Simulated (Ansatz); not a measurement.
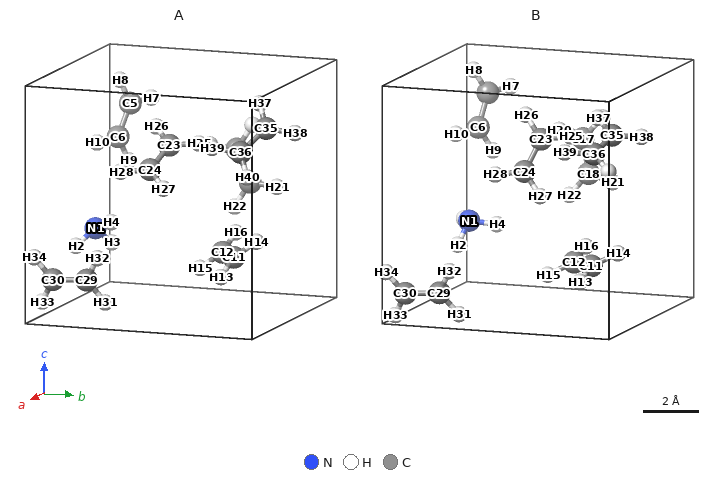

Two geometries of an amorphous cell of composition H27C12N, drawn at one scale. One is the start of a relaxation, the other its converged end. The picture is a ball-and-stick view of the cell of the calculation, seen slightly off an axis.

Computed with DFT r2SCAN-D3(BJ), scalar-relativistic, plane waves, PAW (Ansatz 0.2.0). Set-up: plane-wave cutoff 500 eV; k-point mesh 1 × 1 × 1; occupations fermi dirac; smearing width 0.02 eV; no spin polarisation; atoms relaxed in a fixed cell; force threshold 0.3 eV/Å; at most 15 steps.

Which geometry has the lower energy?

Structure A is the relaxed one. The cell holds 1 NH3 + 6 C2H4. The run prepares the start of a later molecular dynamics calculation, from a guessed geometry. The atom that moves furthest is an H atom (1.29 Å roughly along [3 −2 1]). Largest moves by element: H 1.29 Å, C 0.81 Å, N 0.67 Å. The cell doesn't change. Some distances before and after: C–C 1.335 → 1.326 Å. After 12 accepted moves (13 points after the start) the energy has fallen by 0.977 eV per cell of the calculation. Largest force component: 1 eV/Å at the start, 0.04 eV/Å at the end. 1 step only repeated the SCF at the same geometry. The run took 5 min on 1 thread of Intel(R) Xeon(R) Platinum 8488C (Sapphire Rapids) (shared host), peak memory 1.4 GiB.

Limits of the set-up: the program's low-accuracy preset was used.
